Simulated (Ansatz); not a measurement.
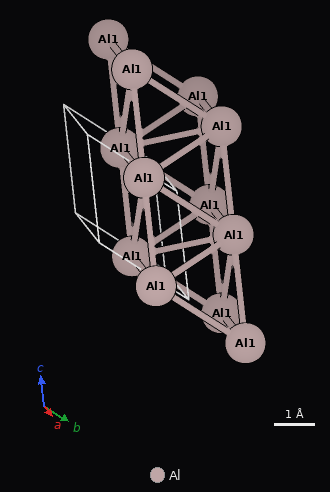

Fig. 1: The input geometry (ball-and-stick view of the cell of the calculation, repeated 2 × 2 × 2, seen slightly off an axis; atoms are numbered from 1 in the order of the input). Near neighbours in the crystal (not all of them lie inside the picture): Al has 12 Al at 2.86 Å.

## Band-structure calculation, with input and output: Al

The run: band-structure calculation of Al (1 atom in the cell). Method and program: DFT LDA, scalar-relativistic, plane waves, PAW, no spin polarisation (Ansatz 0.2.0).

The structure was made by a generator, so it may or may not be a known phase. Figures and captions count atoms from 1; the log counts them from 0 in places.

**The input**
```yaml
crystal:
  lattice:
    - [-1.4291171068, 1.4289523621, 2.02020349]
    - [1.4291171068, -1.4289523621, 2.02020349]
    - [1.4291171068, 1.4289523621, -2.02020349]
  atoms:
    - { symbol: Al, position: [0.5, 0.5, 0.0] }
basis:
  ecutwfc: 420
kpoints:
  mp_grid: { grid: [26, 26, 26] }
  band_path:
    path:
      - [[0.0, 0.0, 0.0], [-2.882e-05, 2.882e-05, 0.5], [0.24997118, 0.25002882, 0.25], [-1.441e-05, 0.50001441, 1.441e-05], [0.0, 0.0, 0.0], [0.5, 0.5, -0.5], [0.37508647, 0.62491353, -0.37508647]]
      - [[-0.37511529, 0.37511529, 0.37511529], [0.0, 0.0, 0.0]]
      - [[-2.882e-05, 2.882e-05, 0.5], [-0.25021617, 0.25021617, 0.50001442]]
      - [[0.4999856, 0.5000144, -0.25018735], [0.5, 0.5, -0.5]]
    npoints: 14
hamiltonian:
  xc: lda
scf:
  occupations: { method: gaussian, width: 0.1 }
  n_extra_bands: 6
output:
  forces: true
  stress: true
  eigenvalues: true
  populations: true
  dos: { projected: true, de: 0.02, nscf_kmesh: { grid: [32, 32, 32] } }
  bader: true
  write_density: true
  write_potential: true
  elf: true
  volumetric_format: npy
```

Machine: 1 thread of Arm Neoverse V2, 24 GiB of memory available, shared host.

Run as:
```bash
ansatz run input.yaml --threads 1 --pin off --max-ram 2560MiB --backend cpu --events-out ev --progress --plain --runs-dir out
```

**The program's output**
```
scf.n_extra_bands = 6 over 2 filled bands (N_el = 3.0): the run solves 8 bands
Engine: ansatz 0.2.0, aarch64-unknown-linux-gnu
Pseudopotentials: kind: paw
Pseudopotential: Al, paw, valence charge 3, recommended cutoff 420 eV (normal), Al.paw.azcp
Functional definition: SPW92
  exchange = slater_x
  correlation = pw_c
Crystal: 1 atoms, lattice volume = 16.502 Å³
Basis set: ecut = 420 eV, 331 PW (Γ)
Bands: 8, of which v1, the nominal top of the filled ones, is band 2 counted from 1 (1 counted from 0)
Symmetry: 8 space group operations
Space group: Immm (ITA 71), of the structure as read, at distance tolerance 2.5e-5 Å
k-points: 2471 of 17576
Non-local potential: Al, projectors of the file, l = 0: 2, l = 1: 2, l = 2: 1
PAW form: soft (Blöchl's): semilocal exchange-correlation on the pseudo side does not see the compensation charge
PAW frozen core: Al, regenerated for the run's functional, and the local potential with it (the file was generated under x = pbe(κ = 0.804, μ = 0.2195149727645171), c = pbe(β = 0.06672455060314922))
PAW one-centre angular grid: Al, 110 points (default); XC on 64 Gauss nodes
Initial density: superposition of atomic densities (neutral atoms: chi_scale 0, normalization atom), corrected by the library's trained network
Initial wavefunctions: pseudopotential atomic-orbital guess
Functional: x = slater, c = lda
SCF iter   1: F=—  HF=-512.873277 eV  |F-HF|=—  |Δ(HF+E_count)|=         —  Δρ=3.34e-3  dr2=1.76e-3  ethr=1.77e-3  ⟨swp⟩=4.7  Hψ=156683  notcnv=0  defer=38
preconditioner: auto → none  [metal: Δε(μ)=0.002 eV  Ē_g=16.311 eV  σ=0.100 eV  W_gap=0.01  n_scr=0 (ndim 8)  ℏωp=15.8 eV  f_vac=0.000  D(μ)=0.39/eV (n_scr^D=0)]
SCF iter   2: F=—  HF=-512.872679 eV  |F-HF|=—  |Δ(HF+E_count)|=   5.98e-4  Δρ=1.50e-3  dr2=3.43e-4  ethr=5.88e-5  ⟨swp⟩=1.0  Hψ=39536  notcnv=0  defer=39
SCF iter   3: F=—  HF=-512.872544 eV  |F-HF|=—  |Δ(HF+E_count)|=   1.34e-4  Δρ=5.05e-5  dr2=2.26e-7  ethr=1.14e-5  ⟨swp⟩=1.7  Hψ=17811  notcnv=0  defer=39
SCF iter   4: F=—  HF=-512.872544 eV  |F-HF|=—  |Δ(HF+E_count)|=   2.37e-7  Δρ=5.14e-6  dr2=4.14e-9  ethr=7.52e-9  ⟨swp⟩=1.4  Hψ=16709  notcnv=0  defer=39
iter 5 did not close the SCF: its close was put off for the readings that it lacked (scf_convergence_deferred on its scf_iter line)
SCF iter   5: F=-512.872544 eV  HF=-512.872544 eV  |F-HF|=3.64e-12  |Δ(HF+E_count)|=   1.73e-9  Δρ=2.92e-7  dr2=6.56e-12  ethr=1.38e-10  ⟨swp⟩=2.0  Hψ=19047  notcnv=0  defer=39
SCF iter   6: F=-512.872544 eV  HF=-512.872544 eV  |F-HF|=1.14e-13  |Δ(HF+E_count)|=  4.66e-12  Δρ=2.38e-8  dr2=7.92e-14  ethr=1.00e-12  ⟨swp⟩=6.1  Hψ=88264  notcnv=0
SCF 1 converged in 6 iterations: F = -512.872544 eV  dr2 = 7.92e-14
  greatest PAW one-centre occupation: 0.458 electrons in one spin orbital (limit 2), on the Al atom at site 0 (counted from 0), in its partial waves of l = 0
NSCF: frozen V_eff on 130 k-points
NSCF: frozen V_eff on 4505 k-points
SCF converged after 6 iterations
Free energy (F): -512.872544 eV
Harris-Foulkes:  -512.872544 eV  (|F-HF|=1.14e-13)
Internal energy: -512.870605 eV  (E = F + TS)
E sigma→0 (E₀):  -512.871575 eV
Entropy (-TS):   -0.001940 eV (-1.940 meV/atom)
Fermi energy:    7.743991 eV
--- Per-component energies (eV) ---
  E_band       = 9.991368
  E_kinetic    = 22.831543
  E_local      = 9.263337  (includes V_loc(G=0)·N_el)
  E_nonlocal   = 10.950331
  E_hartree    = 0.100664
  E_xc         = -39.325855
  E_vxc        = -29.285660  (∫ρ·V_xc dr)
  E_paw        = -443.234540  (= ΣΔE_a)
  E_vpaw       = -3.969505  (= ΣTr[D̂ρ^β])
  E_aug_tail   = -0.000004  (compensation charges beyond the density's cutoff)
  E_ewald      = -73.511796
  E_core_change = 0.055717  (= ΣΔE_core)
  E_smearing   = -0.001940  (= −TS)
  E_closure    = 0.000000  (closes the sum)
  Σ components = -512.872544   (vs F -512.872544, Δ=0.00e0)
--- Forces (eV/Å), atoms counted from 1 ---
  atom   1  Al     0.00000000     0.00000000     0.00000000
  max |Σ_I F_I| component: 1.97e-31 eV/Å
--- Stress (GPa, compression-positive) ---
       -3.293696       0.000000       0.000000
        0.000000      -3.284865       0.000000
        0.000000       0.000000      -3.274751
  P = ⅓ Tr σ = -3.2844 GPa (-32.844 kbar)
--- Band table (eV; the first three rows and the last of 2471) ---
  k-point 0: bands = ["-3.3598", "20.1900", "20.1935", "20.1958", "21.6267", "21.6276", "21.6306", "24.3980"]
  k-point 1: bands = ["-3.3063", "19.5926", "19.5961", "19.8204", "21.5006", "22.3006", "22.3022", "24.8761"]
  k-point 2: bands = ["-3.1460", "18.6580", "18.6612", "19.0028", "21.1488", "23.4532", "23.4548", "24.5645"]
  k-point 2470: bands = ["4.8507", "6.1197", "12.9957", "13.2675", "13.2717", "16.6602", "32.3268", "33.7879"]
--- Löwdin populations: 1 site ---
  site symbol       q [e]
     0     Al      2.9588
  spilling = 0.013746 (of n_electrons = 3.000000)
--- Bader charges: 1 site ---
  site symbol  charge [e]  shift [e]
     0     Al      0.0000     0.0000
  estimated error of the sums over rays = 1.1e-7 e
```

**File populations.tsv**
```
# site	symbol	l	j	q
# orbitals = lowdin
# n_electrons = 3.000000
# spilling = 0.013746
0	Al	0_3S	-	0.939282
0	Al	1_3P	-	2.019480
```

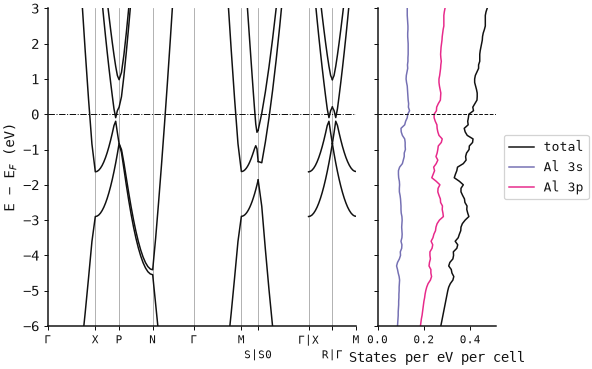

Fig. 2: Band structure along Γ–X–P–N–Γ–M–S|S0–Γ|X–R|Γ–M and density of states (projected on Löwdin-orthogonalised atomic shells), with energies from the Fermi level. Bands cross the Fermi level: a metal at this level of theory.

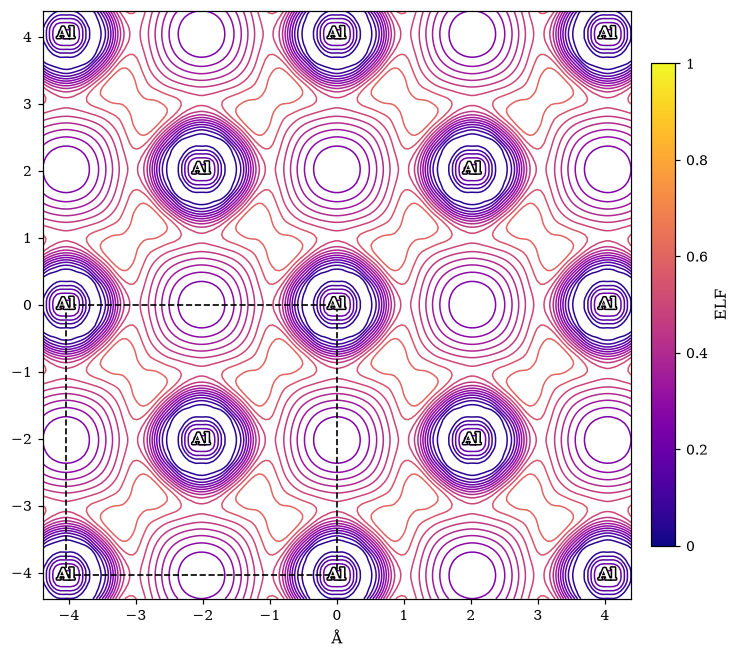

Fig. 3: ELF on the (100) plane of the conventional cell. The plane passes through Al nuclei. The fields are those of the smooth PAW valence density.

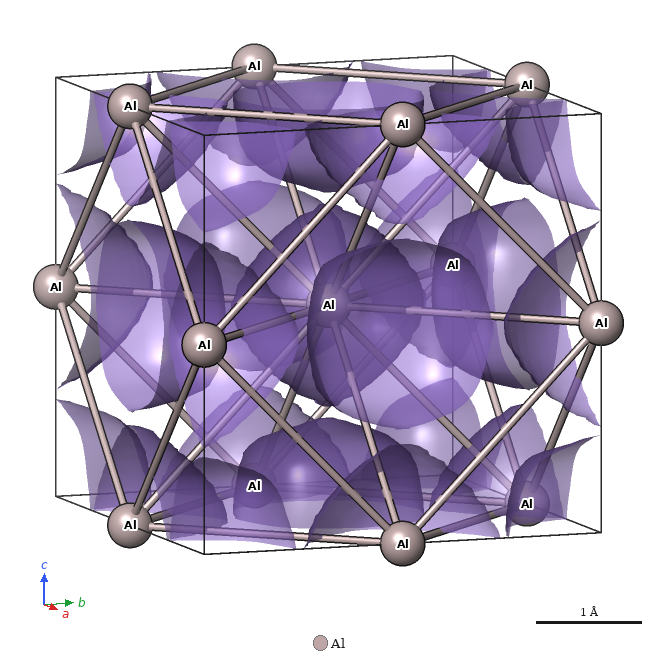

Fig. 4: Isosurface of the ELF at 0.5 (purple), seen slightly off an axis. Core shells and regions of very low density are left out. Sticks mark near contacts. The outline is the cell set on symmetry axes. The ELF exceeds this value in one network that runs through the whole crystal, counted in one cell of 4 atoms. Profiles from the grid: Al–Al (2.86 Å): the ELF is about 0.60 at the midpoint, as expected for metallic bonding.

**Summary**

- outcome: converged
- space group (tolerance 0.01 Å): Fm-3m (225)
- electrons treated: 3
- free energy: −512.8725 eV
- Fermi energy: 7.744 eV
- gap on the k-point mesh: none (metallic)
- pressure: −3.28 GPa
- largest force (length of the vector): under 0.001 eV/Å
- wall time: 33 s
- peak memory: 0.73 GiB
